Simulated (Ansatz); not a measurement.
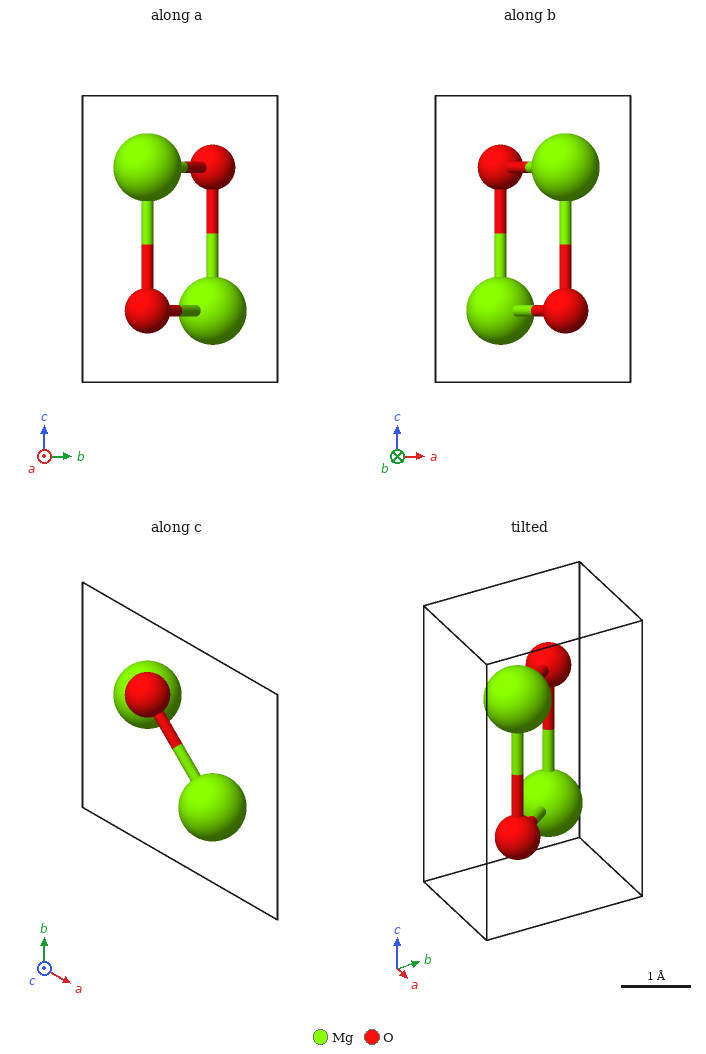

The image is a ball-and-stick drawing of a crystal, viewed along the a axis, along the b axis, along the c axis and slightly off an axis. The wireframe shows the conventional unit cell.

Lattice parameters: a = 3.289 Å, b = 3.289 Å, c = 4.185 Å, α = 90.00°, β = 90.00°, γ = 120.00°.

> Transcribe the picture into a table of Wyckoff sites.

Space group P6_3/mmc (No. 194).
```csv
atom,site,x,y,z
Mg,2c,0.3333,0.6667,0.2500
O,2d,0.6667,0.3333,0.2500
```

The cell started as a structure type filled with these elements by a generator (whether the compound takes this form wasn't checked). The cell was then strained or its atoms displaced on purpose. Ansatz was used for an electronic-structure calculation on it.

At this level of theory the cell isn't at rest (compressed, at 26 GPa), so its distances can differ from those at equilibrium, the more so the softer the solid.
